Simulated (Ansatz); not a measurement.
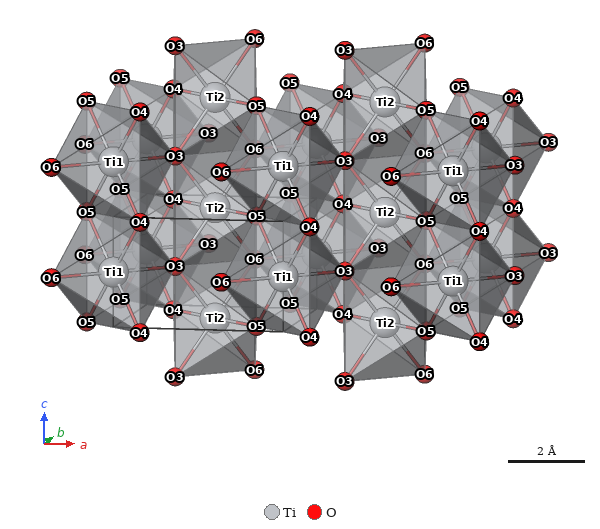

**Figure 1.** The structure as given in the input (polyhedral view of the cell of the calculation, repeated 2 × 1 × 2, seen slightly off an axis; polyhedra are completed across the faces of the cell; atoms are numbered from 1 in the order of the input).

# TiO$_{2}$: one change and its effect

System: TiO$_{2}$ (P4₂/mnm, 6 atoms in the cell).
Method of run A: Kohn-Sham DFT of a periodic cell, PBEsol, Ansatz PAW, no spin polarisation (Ansatz 0.2.0).

The structure derives from a Materials Project entry. Text and figures count atoms from 1; the logs count them from 0 in places.

### Input, run A
```yaml
crystal:
  lattice:
    - [4.5998373239, 0.0, 0.0]
    - [0.0, 4.5998373239, 0.0]
    - [0.0, 0.0, 2.95921356]
  atoms:
    - { symbol: Ti, position: [0.0, 0.0, 0.5] }
    - { symbol: Ti, position: [0.5, 0.5, 0.0] }
    - { symbol: O, position: [0.30432132, 0.30432132, 0.5] }
    - { symbol: O, position: [0.19567868, 0.80432132, 0.0] }
    - { symbol: O, position: [0.80432132, 0.19567868, 0.0] }
    - { symbol: O, position: [0.69567868, 0.69567868, 0.5] }
hamiltonian:
  xc: pbesol
  pseudopotentials: { kind: paw }
kpoints:
  mp_grid: { grid: [6, 6, 9] }
scf:
  occupations: { method: fermi_dirac, width: 0.05 }
output:
  forces: true
  stress: true
relax:
  f_tol: 0.01
  max_steps: 40
  cell: { stress_tol: 0.05 }
```

Command:
```bash
ansatz run input.yaml --threads 2 --pin off --max-ram 5632MiB --backend cpu --events-out ev --progress --plain --runs-dir out
```

Hardware: 2 threads of Intel Xeon @ 2.50GHz (Skylake/Cascade Lake), 189 GiB of memory available, shared host.

### Output, shortened to warnings, some set-up lines, iterations and results (run A)
```
Basis set: ecut = 420 eV, 1217 PW (Γ), exchange–correlation on 64×64×40 points (8 copies of the dense FFT grid, shifted against one another)
Symmetry: 16 space group operations
k-points: 50 of 324
Initial density: superposition of atomic densities (neutral atoms: chi_scale 0, normalization atom), corrected by the library's trained network
[...]
SCF iter   1: F=—  HF=-7199.642946 eV  |F-HF|=—  |Δ(HF+E_count)|=         —  Δρ=1.95e-2  dr2=2.01e-1  ethr=1.77e-3  ⟨swp⟩=5.0  Hψ=6007  notcnv=0
SCF iter   2: F=—  HF=-7199.609247 eV  |F-HF|=—  |Δ(HF+E_count)|=   3.37e-2  Δρ=9.15e-3  dr2=4.77e-2  ethr=4.19e-4  ⟨swp⟩=2.0  Hψ=2703  notcnv=0  defer=45
SCF iter   3: F=—  HF=-7199.600874 eV  |F-HF|=—  |Δ(HF+E_count)|=   8.37e-3  Δρ=2.63e-3  dr2=3.52e-3  ethr=9.95e-5  ⟨swp⟩=2.0  Hψ=2302  notcnv=0  defer=45
SCF iter   4: F=—  HF=-7199.600236 eV  |F-HF|=—  |Δ(HF+E_count)|=   6.37e-4  Δρ=6.60e-4  dr2=1.99e-4  ethr=7.33e-6  ⟨swp⟩=2.0  Hψ=2807  notcnv=0  defer=45
SCF iter   5: F=—  HF=-7199.600283 eV  |F-HF|=—  |Δ(HF+E_count)|=   4.66e-5  Δρ=1.20e-4  dr2=1.03e-5  ethr=4.15e-7  ⟨swp⟩=2.6  Hψ=2281  notcnv=0  defer=45
[... 48 lines ...]
SCF iter   4: F=—  HF=-7199.607356 eV  |F-HF|=—  |Δ(HF+E_count)|=   1.32e-9  Δρ=9.42e-7  dr2=3.78e-10  ethr=2.68e-11  ⟨swp⟩=2.2  Hψ=2121  notcnv=0
SCF iter   5: F=—  HF=-7199.607356 eV  |F-HF|=—  |Δ(HF+E_count)|=  2.20e-10  Δρ=4.09e-7  dr2=6.54e-11  ethr=1.00e-12  ⟨swp⟩=2.4  Hψ=2133  notcnv=0
SCF iter   6: F=-7199.607356 eV  HF=-7199.607356 eV  |F-HF|=1.82e-12  |Δ(HF+E_count)|=  5.82e-11  Δρ=8.08e-8  dr2=3.72e-12  ethr=1.00e-12  ⟨swp⟩=4.0  Hψ=4708  notcnv=0
SCF 8 converged in 6 iterations: F = -7199.607356 eV  dr2 = 3.72e-12
relax step   8: F+E_penalty+E_count = -7199.60735565 eV  Δ(F+E_penalty+E_count) = +7.584e-5 eV  max|allowed force component| = 3.849e-5 eV/Å  Δτ_max = 0.0000 Å  P = -0.003 …
basis re-selected at this cell: Δ(F+E_penalty+E_count) = +7.584e-5 eV, ΔP = -0.001 GPa vs the last step (what re-selecting the basis moved, of the pressure what is left beyond the Pulay correction that the steps carried, after the strain that the cell walked since its last selection, with what the …
SCF converged after 6 iterations
Free energy (F): -7199.607356 eV
Harris-Foulkes:  -7199.607356 eV  (|F-HF|=1.82e-12)
Internal energy: -7199.607356 eV  (E = F + TS)
E sigma→0 (E₀):  -7199.607356 eV
Fermi energy:    10.027078 eV
--- Per-component energies (eV) ---
  E_band       = -388.999949
  E_kinetic    = 1244.332766
  E_local      = -3071.342424  (includes V_loc(G=0)·N_el)
  E_nonlocal   = 200.170085
  E_hartree    = 1166.310120
  E_xc         = -487.099705
  E_vxc        = -620.061752  (∫ρ·V_xc dr)
  E_paw        = -2648.708992  (= ΣΔE_a)
  E_vpaw       = -474.728909  (= ΣTr[D̂ρ^β])
  E_aug_tail   = 0.010014  (compensation charges beyond the density's cutoff)
  E_ewald      = -3603.699141
  E_core_change = 0.419920  (= ΣΔE_core)
  E_smearing   = -0.000000  (= −TS)
  E_closure    = 0.000000  (closes the sum)
  Σ components = -7199.607356   (vs F -7199.607356, Δ=0.00e0)
--- Forces (eV/Å), atoms counted from 1 ---
  atom   1  Ti     0.00000000     0.00000000     0.00000000
  atom   2  Ti    -0.00000000     0.00000000     0.00000000
  atom   3  O     -0.00003849    -0.00003849     0.00000000
  atom   4  O      0.00003849    -0.00003849     0.00000000
  atom   5  O     -0.00003849     0.00003849     0.00000000
  atom   6  O      0.00003849     0.00003849     0.00000000
  max |Σ_I F_I| component: 1.52e-18 eV/Å
--- Stress (GPa, compression-positive) ---
       -0.001741       0.000000       0.000000
        0.000000      -0.001741       0.000000
        0.000000       0.000000      -0.005545
  P = ⅓ Tr σ = -0.0030 GPa (-0.030 kbar)
--- Relaxed structure (6 steps of the walk, 6 accepted, 2 SCFs on fresh bases) ---
  F+E_penalty+E_count = -7199.60735565 eV   max|allowed force component| = 3.849e-5 eV/Å   (the final SCF, on the basis selected at the relaxed cell)
  cell:  # Å, volume = 61.9532 Å³
    - [4.5912421489870745, -1.5860880624830003e-34, 0.0]
    - [-1.725524375668319e-34, 4.5912421489870745, 0.0]
    - [0.0, 0.0, 2.939025049742114]
  atoms:
[...]
```

For run B the input was changed thus:
```diff
+  dispersion: d3bj
```

Predict how the results change.

The total energies belong to different models, so their difference says nothing on which is more stable or more accurate. The volume per atom goes from 10.33 to 10.17 Å³. The SCF takes 40 iterations over all geometry steps against 42. On the same kind of shared host run B took about 1.9 times as long.

### Output, shortened to warnings, some set-up lines, iterations and results (run B)
```
Basis set: ecut = 420 eV, 1217 PW (Γ), exchange–correlation on 64×64×40 points (8 copies of the dense FFT grid, shifted against one another)
Symmetry: 16 space group operations
k-points: 50 of 324
Initial density: superposition of atomic densities (neutral atoms: chi_scale 0, normalization atom), corrected by the library's trained network
[...]
SCF iter   1: F=—  HF=-7200.916165 eV  |F-HF|=—  |Δ(HF+E_count)|=         —  Δρ=1.95e-2  dr2=2.01e-1  ethr=1.77e-3  ⟨swp⟩=5.0  Hψ=6007  notcnv=0
SCF iter   2: F=—  HF=-7200.882466 eV  |F-HF|=—  |Δ(HF+E_count)|=   3.37e-2  Δρ=9.15e-3  dr2=4.77e-2  ethr=4.19e-4  ⟨swp⟩=2.0  Hψ=2703  notcnv=0  defer=45
SCF iter   3: F=—  HF=-7200.874092 eV  |F-HF|=—  |Δ(HF+E_count)|=   8.37e-3  Δρ=2.63e-3  dr2=3.52e-3  ethr=9.95e-5  ⟨swp⟩=2.0  Hψ=2302  notcnv=0  defer=45
SCF iter   4: F=—  HF=-7200.873455 eV  |F-HF|=—  |Δ(HF+E_count)|=   6.37e-4  Δρ=6.60e-4  dr2=1.99e-4  ethr=7.33e-6  ⟨swp⟩=2.0  Hψ=2807  notcnv=0  defer=45
SCF iter   5: F=—  HF=-7200.873502 eV  |F-HF|=—  |Δ(HF+E_count)|=   4.66e-5  Δρ=1.20e-4  dr2=1.03e-5  ethr=4.15e-7  ⟨swp⟩=2.6  Hψ=2281  notcnv=0  defer=45
[... 44 lines ...]
SCF iter   4: F=—  HF=-7200.904015 eV  |F-HF|=—  |Δ(HF+E_count)|=  3.16e-10  Δρ=1.72e-6  dr2=1.17e-9  ethr=1.13e-11  ⟨swp⟩=2.1  Hψ=2030  notcnv=0
SCF iter   5: F=—  HF=-7200.904015 eV  |F-HF|=—  |Δ(HF+E_count)|=  1.02e-10  Δρ=5.95e-7  dr2=2.05e-10  ethr=2.44e-12  ⟨swp⟩=2.2  Hψ=2295  notcnv=0
SCF iter   6: F=-7200.904015 eV  HF=-7200.904015 eV  |F-HF|=0.00e0  |Δ(HF+E_count)|=  5.64e-11  Δρ=1.91e-7  dr2=2.26e-11  ethr=1.00e-12  ⟨swp⟩=4.0  Hψ=4848  notcnv=0
SCF 7 converged in 6 iterations: F = -7200.904015 eV  dr2 = 2.26e-11
relax step   7: F+E_penalty+E_count = -7200.90401467 eV  Δ(F+E_penalty+E_count) = +2.632e-4 eV  max|allowed force component| = 8.059e-5 eV/Å  Δτ_max = 0.0000 Å  P = -0.007 …
basis re-selected at this cell: Δ(F+E_penalty+E_count) = +2.632e-4 eV, ΔP = -0.004 GPa vs the last step (what re-selecting the basis moved, of the pressure what is left beyond the Pulay correction that the steps carried, after the strain that the cell walked since its last selection, with what the …
SCF converged after 6 iterations
Free energy (F): -7200.904015 eV
Harris-Foulkes:  -7200.904015 eV  (|F-HF|=0.00e0)
Internal energy: -7200.904015 eV  (E = F + TS)
E sigma→0 (E₀):  -7200.904015 eV
Fermi energy:    10.271550 eV
--- Per-component energies (eV) ---
  E_band       = -378.775298
  E_kinetic    = 1246.539285
  E_local      = -3043.711039  (includes V_loc(G=0)·N_el)
  E_nonlocal   = 200.314579
  E_hartree    = 1157.039492
  E_xc         = -487.658480
  E_vxc        = -620.812450  (∫ρ·V_xc dr)
  E_paw        = -2649.064467  (= ΣΔE_a)
  E_vpaw       = -475.194792  (= ΣTr[D̂ρ^β])
  E_aug_tail   = 0.010196  (compensation charges beyond the density's cutoff)
  E_ewald      = -3623.487320
  E_disp       = -1.306180  (pairwise vdW)
  E_core_change = 0.419920  (= ΣΔE_core)
  E_smearing   = -0.000000  (= −TS)
  E_closure    = -0.000000  (closes the sum)
  Σ components = -7200.904015   (vs F -7200.904015, Δ=0.00e0)
--- Forces (eV/Å), atoms counted from 1 ---
  atom   1  Ti    -0.00000000    -0.00000000     0.00000000
  atom   2  Ti    -0.00000000    -0.00000000    -0.00000000
  atom   3  O      0.00008059     0.00008059    -0.00000000
  atom   4  O     -0.00008059     0.00008059     0.00000000
  atom   5  O      0.00008059    -0.00008059    -0.00000000
  atom   6  O     -0.00008059    -0.00008059     0.00000000
  max |Σ_I F_I| component: 3.69e-18 eV/Å
--- Stress (GPa, compression-positive) ---
       -0.007036       0.000000       0.000000
        0.000000      -0.007036       0.000000
        0.000000       0.000000      -0.006443
  P = ⅓ Tr σ = -0.0068 GPa (-0.068 kbar)
--- Relaxed structure (5 steps of the walk, 5 accepted, 2 SCFs on fresh bases) ---
  F+E_penalty+E_count = -7200.90401467 eV   max|allowed force component| = 8.059e-5 eV/Å   (the final SCF, on the basis selected at the relaxed cell)
  cell:  # Å, volume = 61.0444 Å³
    - [4.564269451610303, 0.0, 0.0]
    - [0.0, 4.564269451610303, 0.0]
    - [0.0, 0.0, 2.9302399462925326]
  atoms:
[...]
```

### The two runs side by side

```csv
quantity,run A,run B
outcome,converged,converged
free energy per atom (eV),−1199.9346,−1200.1507
pressure (GPa),0.00,−0.01
volume per atom (Å³),10.33,10.17
largest force (eV/Å),0.000,0.000
SCF iterations,42,40
irreducible k-points,50,50
wall time (shared host),34 s,65 s
```
